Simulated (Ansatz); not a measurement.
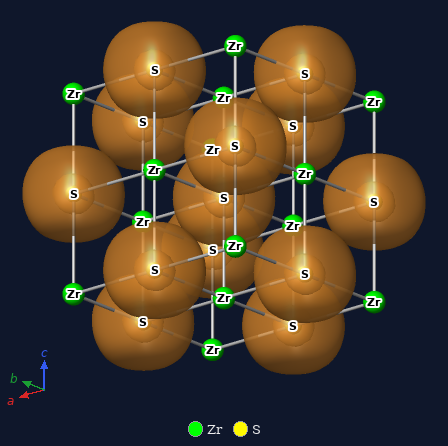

Figure 1: ZrS. Isosurface of the ELF at 0.6 (orange), seen at an oblique angle. Only the valence region is drawn (cores and ρ < 0.01 e/Å³ removed). Sticks mark near contacts.

Space group Fm-3m.

Computed with Kohn-Sham DFT of a periodic cell, PBEsol with D4, Ansatz PAW in Ansatz.

Core electrons are frozen (PAW), and the valence fields are smoothed inside the atomic spheres.

What do the ELF domains correspond to?

The ELF exceeds this value in four regions wrapped around S (the valence shell of each), counted in one cell of 8 atoms. Any copies at cell faces, edges or corners count once. Profiles from the grid: Zr–S (2.57 Å): the ELF peaks at about 0.85 in the valence shell of S, 0.8 Å from its nucleus, and is about 0.25 at the midpoint: no shared electron pair shows on this line.

Metal or insulator at this level of theory?

It is gapless in this calculation (a metal or semimetal).
